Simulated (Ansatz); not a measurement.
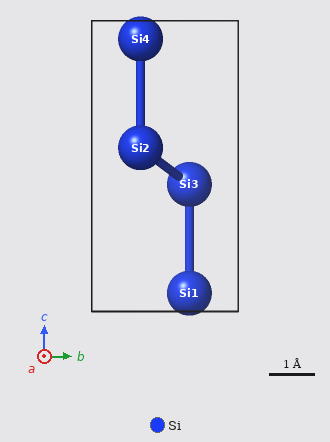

*The structure as given in the input (ball-and-stick view of the cell of the calculation, along the a axis; atoms are numbered from 1 in the order of the input).*

Near neighbours in the crystal (not all of them lie inside the picture): Si has 4 Si at 2.36 to 2.46 Å.

**Single-point calculation, with input and output: Si**

System: Si (P6₃/mmc, 4 atoms in the cell).
Method: DFT, PBEsol, plane waves, PAW, no spin polarisation (Ansatz 0.2.0).

The structure derives from a Materials Project entry. Some settings of this run were made unusual or wrong on purpose. Figures and captions count atoms from 1; the log counts them from 0 in places.

The input:
```yaml
crystal:
  lattice:
    - [3.8313174605, 0.0, 0.0]
    - [-1.9156587303, 3.3180182508, 0.0]
    - [0.0, 0.0, 6.5859268802]
  atoms:
    - { symbol: Si, position: [0.3333333333, 0.6666666667, 0.0630095] }
    - { symbol: Si, position: [0.6666666667, 0.3333333333, 0.5630095] }
    - { symbol: Si, position: [0.3333333333, 0.6666666667, 0.4369905] }
    - { symbol: Si, position: [0.6666666667, 0.3333333333, 0.9369905] }
basis:
  ecutwfc: 420
kpoints:
  mp_grid: { grid: [12, 11, 7] }
hamiltonian:
  xc: pbesol
scf:
  occupations: { method: gaussian, width: 0.03 }
  max_iter: 80
output:
  forces: true
  eigenvalues: true
  stress: true
```

Machine: 1 thread of AMD EPYC (Zen 3), 32 GiB of memory available, shared host.

Launch command:
```bash
ansatz run input.yaml --threads 1 --pin off --max-ram 2560MiB --backend cpu --events-out ev --progress --plain --runs-dir out
```

The program's output:
```
Warning: crystal.symmetry: narrowed to the stabiliser of the k-point mesh — unitary ops 24 → 4; excluded 20 operations that carry a point of the 12×11×7 mesh (shift [0, 0, 0]) off the mesh (the run samples exactly the mesh kpoints.mp_grid names, as under crystal.symmetry.detect: false, and its converged state has the mesh's symmetry, not the crystal's; ε∞, the Born charges and the force constants of a linear response (`dielectric:` by the response, `phonons.method: dfpt`) are averaged over those of the crystal's operations that the state keeps within a tolerance, where `mesh_tensors`, `unaveraged_element` or `gamma_mean_max_change_ev_ang2` stands beside them; a row that `dielectric.field_direction` solves alone is averaged likewise, with nothing beside; a Γ-centred mesh of equal divisions is mapped onto itself by every operation and keeps the whole group, as does a half-shifted one under kpoints.further_shifts: images)
Engine: ansatz 0.2.0, x86_64-unknown-linux-gnu
Pseudopotentials: kind: paw
Pseudopotential: Si, paw, valence charge 4, recommended cutoff 420 eV (normal), Si.paw.azcp
Functional definition: PBEsol
  exchange = pbesol_x
  correlation = pbesol_c
Crystal: 4 atoms, lattice volume = 83.723 Å³
Basis set: ecut = 420 eV, 1631 PW (Γ), exchange–correlation on 54×54×90 points (8 copies of the dense FFT grid, shifted against one another)
Bands: 12, of which v1, the nominal top of the filled ones, is band 8 counted from 1 (7 counted from 0)
Symmetry: 4 space group operations
k-points: 268 of 924
Non-local potential: Si, projectors of the file, l = 0: 2, l = 1: 2, l = 2: 2
PAW form: soft (Blöchl's): semilocal exchange-correlation on the pseudo side does not see the compensation charge
PAW frozen core: Si, regenerated for the run's functional, and the local potential with it (the file was generated under x = pbe(κ = 0.804, μ = 0.2195149727645171), c = pbe(β = 0.06672455060314922))
PAW one-centre angular grid: Si, 110 points (default); XC on 64 Gauss nodes
Initial density: superposition of atomic densities (neutral atoms: chi_scale 0, normalization atom), corrected by the library's trained network
Initial wavefunctions: pseudopotential atomic-orbital guess
Functional: x = pbesol(κ = 0.804, μ = 0.12345679012345678), c = pbesol(β = 0.046)
SCF iter   1: F=—  HF=-2485.839605 eV  |F-HF|=—  |Δ(HF+E_count)|=         —  Δρ=2.90e-3  dr2=9.00e-3  ethr=1.77e-3  ⟨swp⟩=6.5  Hψ=23938  notcnv=0
preconditioner: auto → none  [insulator: Δε(μ)=0.514 eV  Ē_g=7.647 eV  σ=0.030 eV  W_gap=1.00  n_scr=10 (ndim 8)  ℏωp=16.2 eV  f_vac=0.000  D(μ)=0.00/eV (n_scr^D=0)  ε∞_Penn≈5.5]
SCF iter   2: F=—  HF=-2485.838186 eV  |F-HF|=—  |Δ(HF+E_count)|=   1.42e-3  Δρ=1.10e-3  dr2=1.06e-3  ethr=5.62e-5  ⟨swp⟩=2.4  Hψ=7450  notcnv=0
SCF iter   3: F=—  HF=-2485.838147 eV  |F-HF|=—  |Δ(HF+E_count)|=   3.91e-5  Δρ=1.68e-4  dr2=1.33e-5  ethr=6.63e-6  ⟨swp⟩=2.2  Hψ=5399  notcnv=0
SCF iter   4: F=—  HF=-2485.838174 eV  |F-HF|=—  |Δ(HF+E_count)|=   2.65e-5  Δρ=1.39e-5  dr2=1.27e-7  ethr=8.33e-8  ⟨swp⟩=2.9  Hψ=5723  notcnv=0
iter 5 did not close the SCF: its close was put off for the readings that it lacked (scf_convergence_deferred on its scf_iter line)
SCF iter   5: F=-2485.838174 eV  HF=-2485.838174 eV  |F-HF|=2.06e-9  |Δ(HF+E_count)|=   4.17e-9  Δρ=2.93e-6  dr2=4.95e-9  ethr=7.95e-10  ⟨swp⟩=2.9  Hψ=5747  notcnv=0
SCF iter   6: F=-2485.838174 eV  HF=-2485.838174 eV  |F-HF|=2.32e-11  |Δ(HF+E_count)|=   2.78e-9  Δρ=5.81e-7  dr2=2.53e-10  ethr=3.10e-11  ⟨swp⟩=1.8  Hψ=10661  notcnv=0
SCF 1 converged in 6 iterations: F = -2485.838174 eV  dr2 = 2.53e-10
  greatest PAW one-centre occupation: 0.635 electrons in one spin orbital (limit 2), on the Si atom at site 3 (counted from 0), in its partial waves of l = 0
SCF converged after 6 iterations
Free energy (F): -2485.838174 eV
Harris-Foulkes:  -2485.838174 eV  (|F-HF|=2.32e-11)
Internal energy: -2485.838174 eV  (E = F + TS)
E sigma→0 (E₀):  -2485.838174 eV
Fermi energy:    6.232432 eV
--- Per-component energies (eV) ---
  E_band       = 12.222626
  E_kinetic    = 158.313806
  E_local      = -115.813273  (includes V_loc(G=0)·N_el)
  E_nonlocal   = 103.119331
  E_hartree    = 30.901266
  E_xc         = -217.376488
  E_vxc        = -185.604304  (∫ρ·V_xc dr)
  E_paw        = -1995.455416  (= ΣΔE_a)
  E_vpaw       = -9.595444  (= ΣTr[D̂ρ^β])
  E_aug_tail   = 0.000023  (compensation charges beyond the density's cutoff)
  E_ewald      = -449.653666
  E_core_change = 0.126243  (= ΣΔE_core)
  E_smearing   = -0.000000  (= −TS)
  E_closure    = -0.000000  (closes the sum)
  Σ components = -2485.838174   (vs F -2485.838174, Δ=0.00e0)
--- Forces (eV/Å), atoms counted from 1 ---
  atom   1  Si    -0.00001645    -0.00006823     0.27906376
  atom   2  Si     0.00001645     0.00006823     0.27906376
  atom   3  Si    -0.00001645    -0.00006823    -0.27906376
  atom   4  Si     0.00001645     0.00006823    -0.27906376
  max |Σ_I F_I| component: 5.55e-17 eV/Å
--- Stress (GPa, compression-positive) ---
       -1.180299      -0.003230       0.000000
       -0.003230      -1.177523       0.000000
        0.000000       0.000000      -8.434566
  P = ⅓ Tr σ = -3.5975 GPa (-35.975 kbar)
--- Band table (eV; the first three rows and the last of 268) ---
  k-point 0: bands = ["-5.9818", "-4.0284", "-1.0321", "4.6898", "4.6898", "5.5628", "5.9623", "5.9624", "7.2198", "7.4987", "8.1508", "8.1508"]
  k-point 1: bands = ["-5.9226", "-4.2196", "-0.7232", "4.7345", "4.7346", "4.7881", "5.8642", "5.8643", "7.2781", "8.1457", "8.2456", "8.2456"]
  k-point 2: bands = ["-5.7466", "-4.6352", "0.0438", "3.5161", "4.8659", "4.8659", "5.6250", "5.6251", "7.4500", "8.3831", "8.4902", "8.4902"]
  k-point 267: bands = ["-3.3166", "-2.9811", "-1.3080", "-0.9572", "3.0468", "3.4937", "3.5810", "3.8705", "6.6065", "7.0300", "7.6593", "7.8203"]
```

What the run reported:

| quantity | value |
| --- | --- |
| outcome | converged |
| space group (tolerance 0.01 Å) | P6₃/mmc (194) |
| electrons treated | 16 |
| free energy | −2485.8382 eV |
| Fermi energy | 6.232 eV |
| gap on the k-point mesh | 0.54 eV |
| pressure | −3.60 GPa |
| largest force (length of the vector) | 0.279 eV/Å |
| wall time | 16 s |
| peak memory | 0.56 GiB |

What went wrong:

The input was spoiled on purpose: a mesh that breaks the symmetry (`kpoints.mp_grid.grid`). The mesh lacks the symmetry of the lattice, so spurious forces and shear stress can appear. The run converged all the same; its numbers are those of the faulty input and shouldn't be used. The program warns: the k-point mesh lowers the symmetry that the run can use.
